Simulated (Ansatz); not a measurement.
**A series of single points on Sc**

System: Sc (P6₃/mmc, 4 atoms in the cell).
Method: DFT, BLYP, plane waves (420 eV) with PAW, scalar-relativistic, no spin polarisation (Ansatz 0.2.0).

The 7 runs differ only in the geometry, by an even scaling of the cell at fixed fractional positions.

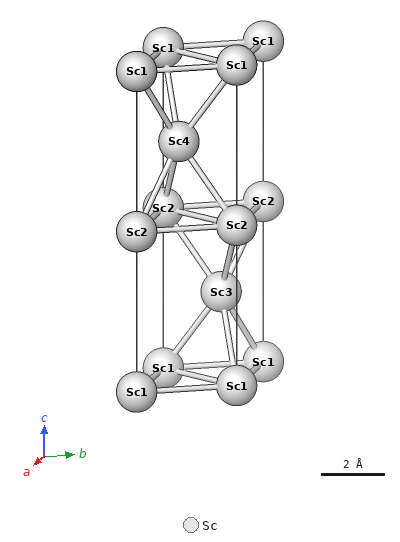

Figure 1. The structure of run 4 (ball-and-stick view of the cell of the calculation, seen slightly off an axis; atoms are numbered from 1 in the order of the input).

## Input of run 4
```yaml
crystal:
  lattice:
    - [3.3110877897, 0.0, 0.0]
    - [-1.6555438949, 2.8674861401, 0.0]
    - [0.0, 0.0, 10.5546161923]
  atoms:
    - { symbol: Sc, position: [0.0, 1.0, 1.0] }
    - { symbol: Sc, position: [0.0, 1.0, 0.5] }
    - { symbol: Sc, position: [0.3333333333, 0.6666666667, 0.25] }
    - { symbol: Sc, position: [0.6666666667, 0.3333333333, 0.75] }
hamiltonian:
  xc: blyp
  pseudopotentials:
    kind: paw
    azcp:
      Sc: "pseudopotentials/Sc.paw.azcp"
basis:
  ecutwfc: 420
  fft_grid_basis: typed
kpoints:
  mp_grid: { grid: [12, 12, 4], shift: [0, 0, 0] }
magnetization:
  spin_polarized: false
scf:
  occupations: { method: fermi_dirac, width: 0.1 }
  lower_state_search: "off"
output:
  stress: true
```

Run 2 differs from it as follows:
```diff
-    - [3.3110877897, 0.0, 0.0]
-    - [-1.6555438949, 2.8674861401, 0.0]
-    - [0.0, 0.0, 10.5546161923]
+    - [3.2203269869, 0.0, 0.0]
+    - [-1.6101634935, 2.7888849792, 0.0]
+    - [0.0, 0.0, 10.2653017737]
```

## Results, with one run withheld

| run | volume per atom (Å³) | free energy per atom, from the lowest run given (meV) | pressure (GPa) |
| --- | --- | --- | --- |
| 1 | 22.046 | 66.59 | 7.79 |
| 2 | 23.048 | ? | ? |
| 3 | 24.051 | 6.47 | 2.15 |
| 4 | 25.053 | 0.00 | −0.02 |
| 5 | 26.055 | 5.96 | −1.84 |
| 6 | 27.057 | 22.36 | −3.36 |
| 7 | 28.059 | 47.52 | −4.65 |

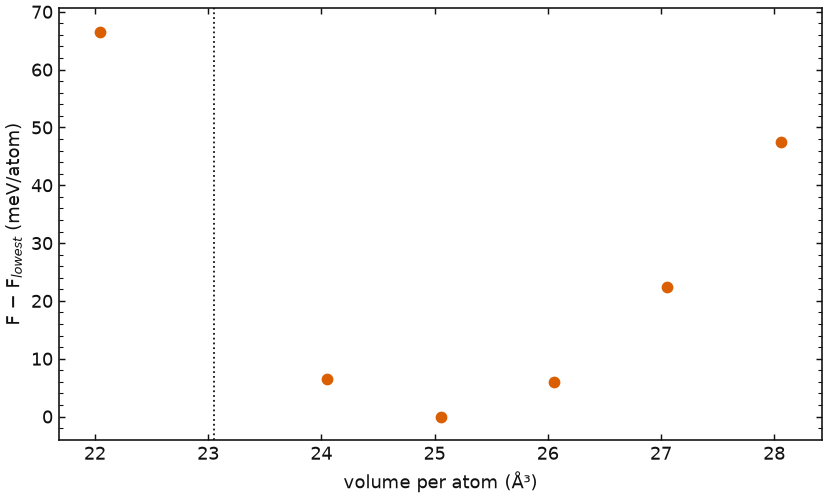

Figure 2. Free energy per atom of the runs given; the dotted line marks run 2.

Fit the runs given and predict run 2.

A cubic polynomial in V^(−2/3) (the Birch–Murnaghan form), fitted to the 6 runs given, misses them by at most 0.01 meV per atom. With x = V^(−2/3) − 0.11617 Å⁻², it reads F = 0.27985 − 835.77 x + 6.4193e+05 x² − 1.8028e+06 x³ (meV per atom). At run 2 it gives 27.72 meV per atom, and the run itself gives 27.73. The slope of the fit gives a pressure −dF/dV of 4.72 GPa there, and the run prints 4.72 GPa. The fit has its minimum at 25.044 Å³ per atom, where V d²F/dV² gives 49.5 GPa. Cell shape and fractional positions are held, so this is the stiffness under even scaling; the relaxed bulk modulus wasn't computed.

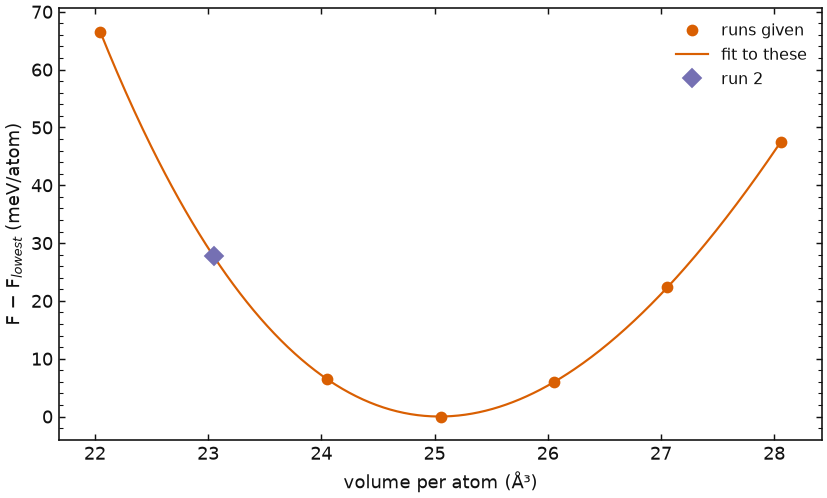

Figure 3. The fit and the withheld run.

## Output, shortened to warnings, some set-up lines, iterations and results (run 2)
```
Basis set: ecut = 420 eV, 1847 PW (Γ), exchange–correlation on 48×48×144 points (8 copies of the dense FFT grid, shifted against one another)
Symmetry: 24 space group operations
k-points: 57 of 576
Initial density: superposition of atomic densities (neutral atoms: chi_scale 0, normalization atom), corrected by the library's trained network
[...]
SCF iter   1: F=—  HF=-8567.078318 eV  |F-HF|=—  |Δ(HF+E_count)|=         —  Δρ=8.21e-3  dr2=8.39e-2  ethr=1.77e-3  ⟨swp⟩=3.9  Hψ=12161  notcnv=0
SCF iter   2: F=—  HF=-8567.064278 eV  |F-HF|=—  |Δ(HF+E_count)|=   1.40e-2  Δρ=4.28e-3  dr2=2.32e-2  ethr=1.91e-4  ⟨swp⟩=2.1  Hψ=2968  notcnv=0
SCF iter   3: F=—  HF=-8567.061346 eV  |F-HF|=—  |Δ(HF+E_count)|=   2.93e-3  Δρ=8.92e-4  dr2=7.44e-4  ethr=5.28e-5  ⟨swp⟩=2.6  Hψ=2993  notcnv=0
SCF iter   4: F=—  HF=-8567.061671 eV  |F-HF|=—  |Δ(HF+E_count)|=   3.25e-4  Δρ=1.20e-4  dr2=8.45e-6  ethr=1.69e-6  ⟨swp⟩=2.4  Hψ=2645  notcnv=0
SCF iter   5: F=—  HF=-8567.061698 eV  |F-HF|=—  |Δ(HF+E_count)|=   2.66e-5  Δρ=2.49e-5  dr2=4.65e-7  ethr=1.92e-8  ⟨swp⟩=2.0  Hψ=2258  notcnv=0
SCF iter   6: F=-8567.061699 eV  HF=-8567.061698 eV  |F-HF|=3.21e-8  |Δ(HF+E_count)|=   8.21e-7  Δρ=5.44e-6  dr2=2.32e-8  ethr=2.27e-10  ⟨swp⟩=4.0  Hψ=5040  notcnv=0
SCF 1 converged in 6 iterations: F = -8567.061699 eV  dr2 = 2.32e-8
SCF converged after 6 iterations
Free energy (F): -8567.061699 eV
Harris-Foulkes:  -8567.061698 eV  (|F-HF|=3.21e-8)
Internal energy: -8566.833294 eV  (E = F + TS)
E sigma→0 (E₀):  -8566.947496 eV
Entropy (-TS):   -0.228405 eV (-57.101 meV/atom)
Fermi energy:    10.522367 eV
--- Per-component energies (eV) ---
  E_band       = -614.703357
  E_kinetic    = 1047.832682
  E_local      = -3274.196753  (includes V_loc(G=0)·N_el)
  E_nonlocal   = 338.328273
  E_hartree    = 1123.333864
  E_xc         = -410.549375
  E_vxc        = -507.947619  (∫ρ·V_xc dr)
  E_paw        = -3855.367924  (= ΣΔE_a)
  E_vpaw       = -465.390745  (= ΣTr[D̂ρ^β])
  E_aug_tail   = 0.000036  (compensation charges beyond the density's cutoff)
  E_ewald      = -3536.284240
  E_core_change = 0.070143  (= ΣΔE_core)
  E_smearing   = -0.228405  (= −TS)
  E_closure    = -0.000000  (closes the sum)
  Σ components = -8567.061699   (vs F -8567.061699, Δ=0.00e0)
--- Stress (GPa, compression-positive) ---
        4.672608       0.000000       0.000000
        0.000000       4.672608       0.000000
        0.000000       0.000000       4.824960
  P = ⅓ Tr σ = 4.7234 GPa (47.234 kbar)
```
